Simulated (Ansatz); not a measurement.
Na₃Cl

```
CELL_PARAMETERS angstrom
3.03884 0.00000 0.00000
0.00000 3.03884 0.00000
0.00000 0.00000 5.33304
ATOMIC_POSITIONS crystal
Na 0.00000 0.00000 0.50000
Na 0.50000 0.50000 0.76871
Na 0.50000 0.50000 0.23129
Cl 0.00000 0.00000 0.00000
```

Space group P4/mmm; a structure from a database of computed crystals, not necessarily the ambient phase; computed pressure about 54 GPa in this cell.

Computed with Ansatz, DFT PBEsol, scalar-relativistic, plane waves, PAW.

> Predict the valence pseudo-density and electron localisation function between the atoms.

Na–Cl (2.67 Å): ρ is about 0.21 e/Å³ halfway; the ELF peaks at about 0.85 in the valence shell of Cl, 0.8 Å from its nucleus, and is about 0.30 at the midpoint.

> Does the calculation make it a metal, or give it a gap?

It is metallic or semimetallic at this level of theory: no gap opens.

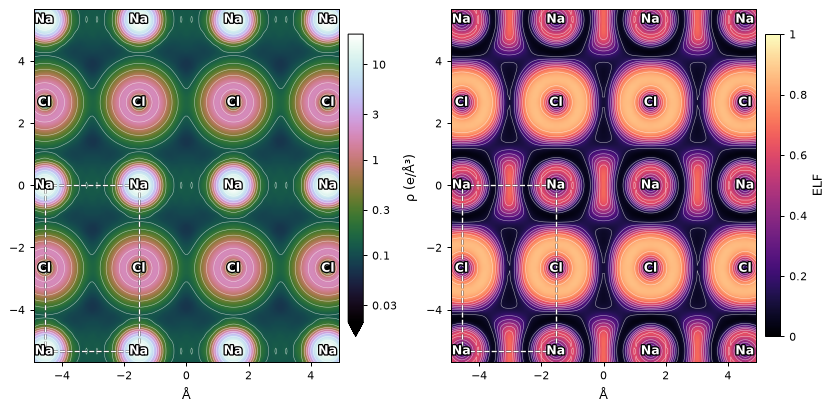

Computed valence pseudo-density and electron localisation function on the (100) plane of the conventional cell, in this order. 

In a PAW calculation such maps are meaningful between the atoms, not at the nuclei.
